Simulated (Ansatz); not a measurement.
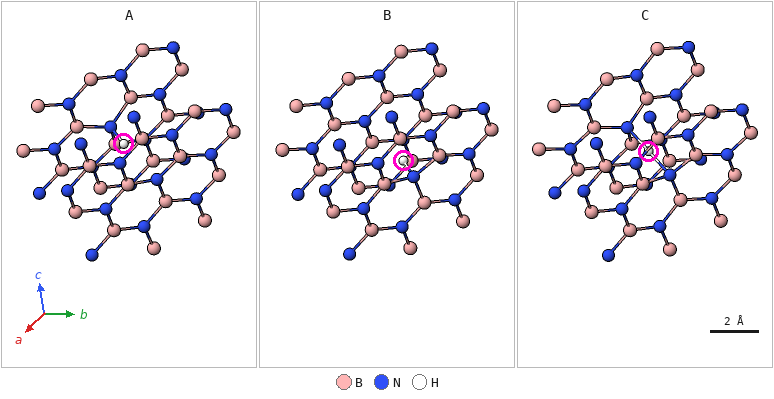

3 geometries from a converged minimum-energy path of a defect cell of composition B12HN12 (cell charge +1) (25 atoms in the cell), shuffled. A ball-and-stick model of the atoms within 4.9 Å of the middle of the path, seen from a free direction. The moving atom is ringed, with any periodic copies. Bonds to atoms that aren't drawn are left out.

Theory: Ansatz 0.2.0, DFT PBE+D3(BJ), scalar-relativistic, plane waves, PAW. Set-up: plane-wave cutoff 420 eV; k-point mesh 2 × 2 × 2; Gaussian smearing 0.02 eV; 5 movable images; climbing image.

### Which of them lies highest in energy?

C. In order along the path, whose images run from 0 to 6: A (image 1, +0.07 eV), C (image 3, +0.69 eV), B (image 6, 0.00 eV). The H atom travels furthest, 1.41 Å from end to end, along [−1 1 −2], on a straight line. At the highest image its nearest neighbour (N) is 1.40 Å away, against 1.05 Å at the start, and the surrounding atoms stand up to 0.25 Å off the mean of their end positions. Breaking: H–N (1.05 → 2.36 Å). Forming: H–N (2.36 → 1.05 Å).

Limits of the set-up: the periodic images lie only 6.6 Å apart, so the values are limited by the cell's size; the cell is charged, on a uniform background, and energies carry no finite-size correction.
